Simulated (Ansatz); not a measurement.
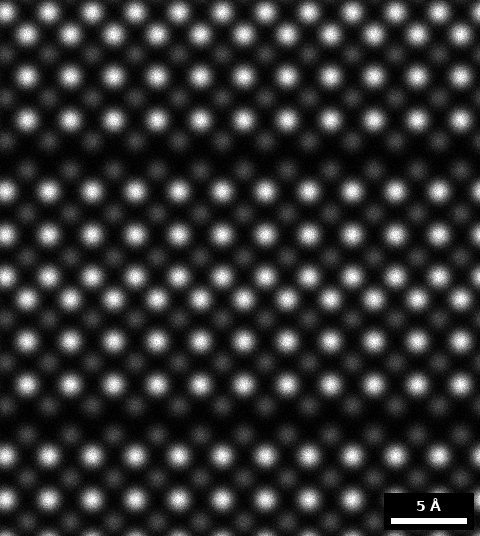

Cross-section of a stack of layers of composition AlNi, seen along a direction in its plane, the normal pointing up. Simulated incoherent Z contrast: every atom adds Z^1.7 spread by a probe of 1.05 Å full width; channelling and multiple scattering are left out. Shot noise was added. Structure: the end point of a relaxation with DFT PBE, scalar-relativistic, plane waves, PAW in Ansatz.

What is the period along the normal, and which planes follow each other within it?

The stack repeats every 17.7 Å with 12 planes (atoms within 0.35 Å in height count as one), going down and then starting over: Al, Ni, Al, Ni, Al, Ni, Ni, Al, Ni, Al, Ni, Al. The spacings between them run from 1.3 to 2.0 Å.
